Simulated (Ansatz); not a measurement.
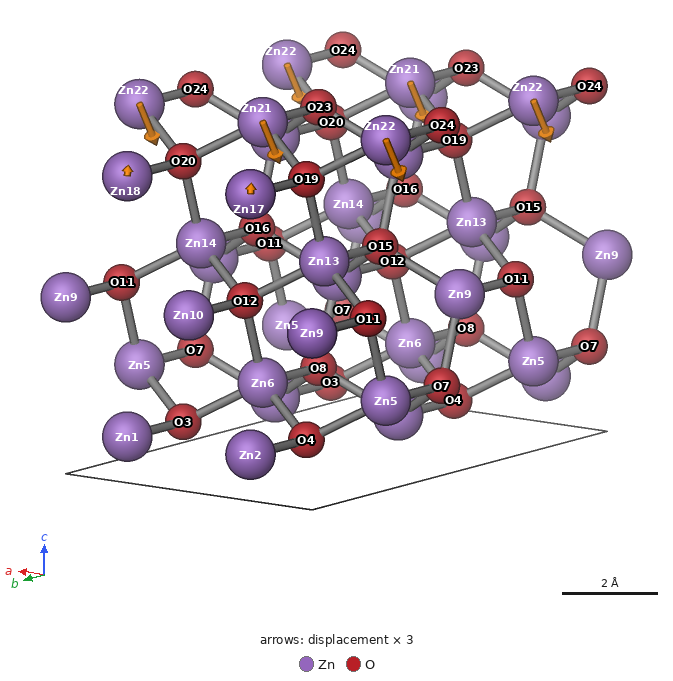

This is a constrained relaxation of a slab of composition ZnO (cut from the P6_3mc phase). The starting structure is drawn; orange arrows show the displacements, magnified 3 times.

A ball-and-stick model of the 1 × 2 repeat of the cell, outlined in the plane, without the vacuum (origin shifted), seen from a free direction.

Case: clean slab, lower planes held. The slab is the (1 0 0) face of ZnO. 12 atoms are held fixed.

The calculation used DFT PBE+D3(BJ), scalar-relativistic, plane waves, PAW (Ansatz). Set-up: plane-wave cutoff 420 eV; k-point mesh 3 × 3 × 1; occupations gaussian; smearing width 0.05 eV; no spin polarisation; dipole correction; atoms relaxed in a fixed cell; force threshold 0.03 eV/Å; at most 70 steps.

### What happened in the run?

After 4 geometry steps the energy has fallen by 0.690 eV per cell of the calculation. The largest force component goes from 1.4 to 0.021 eV/Å. The largest moves, 0.40 Å, are those of Zn21 and Zn22. Zn22 goes at 31° to the normal (−c side). By element the largest moves are Zn 0.40 Å, O 0.05 Å. The lattice vectors keep their values. Among the contacts that change: Zn21–O23 1.991 → 1.859 Å, O15–Zn17 1.984 → 2.079 Å, Zn13–O19 1.984 → 2.046 Å, O19–Zn21 1.984 → 1.928 Å. Bond angles that change, for instance: Zn13–O19–Zn21 110.2° → 99.3°, O19–Zn22–O24 108.7° → 118.8°, Zn17–O19–Zn21 108.7° → 114.8°.
